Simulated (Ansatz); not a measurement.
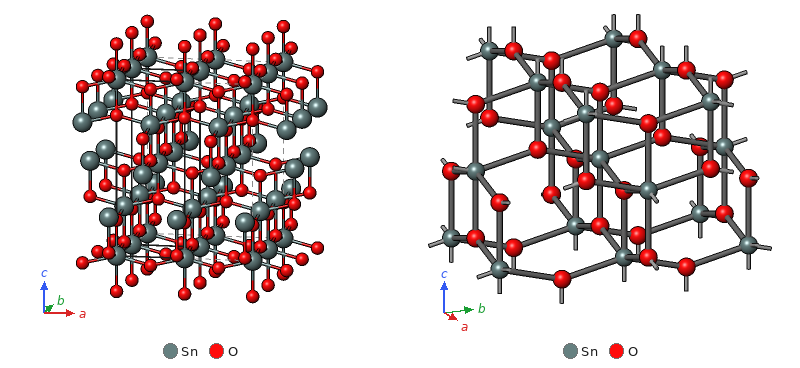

Left: the structure. Right: its underlying net. Nodes are coloured by element. Edges to nodes outside the piece are drawn as stubs.

System SnO2 (space group I4_1/amd, No. 141); source of the atomic positions: the geometry relaxed with DFT PBE, scalar-relativistic, plane waves, PAW in Ansatz 0.2.0; the starting structure was generated, so it need not be a known form of this composition.

Bonds are taken as O–Sn below 2.4 Å; no other contact counts. Simplification: prune 0- and 1-connected atoms, fold 2-connected ones into links.

The result is a binodal (3,6)-connected, three-periodic net: O is a 3-connected node; Sn is a 6-connected node, in the ratio 2:1. It is the ant net, known from anatase. It is a single net, without interpenetration.

| node | links | point symbol | coordination sequence |
| --- | --- | --- | --- |
| O | 3 | 4²·6 | 3 13 16 54 42 119 81 210 |
| Sn | 6 | 4⁴·6²·8⁸·10 | 6 8 32 28 84 60 162 106 |
